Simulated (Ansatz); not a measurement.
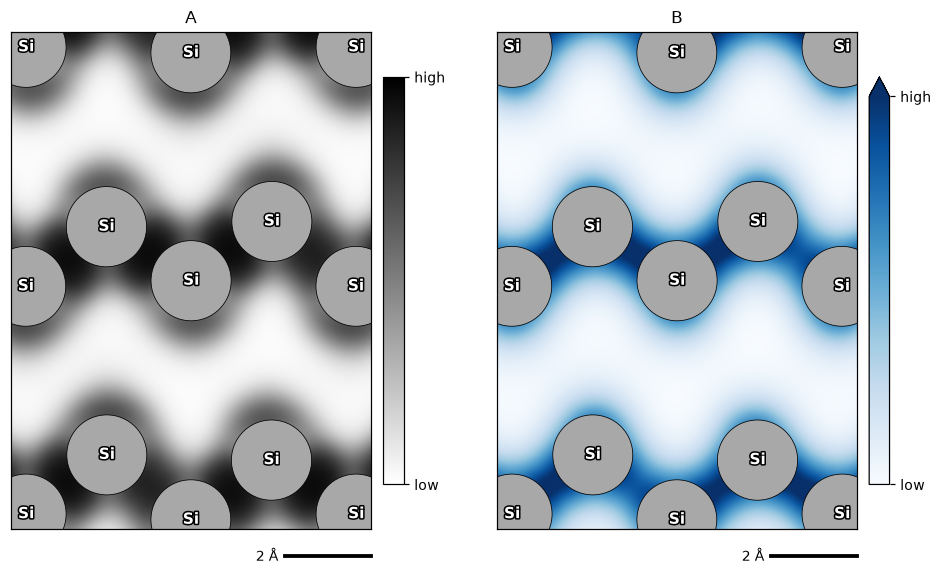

Si (cell with a defect): 2 fields on the (11̄0) plane of the calculation cell, with unlabelled colour scales. Grey discs cover the atomic cores.

PAW files of the earlier set (soft_1).

Level of theory: DFT LDA, scalar-relativistic, plane waves, PAW (Ansatz).

Which field does each panel show? The fields are: electron localisation function and valence pseudo-density.

Panel A: electron localisation function. Panel B: valence pseudo-density. From the grid: Si–Si (2.33 Å): ρ at the midpoint is about 0.58 e/Å³; the ELF peaks at about 0.95 between the atoms. Si–Si (2.47 Å): ρ is about 0.47 e/Å³ halfway; the ELF peaks at about 0.90 between the atoms.
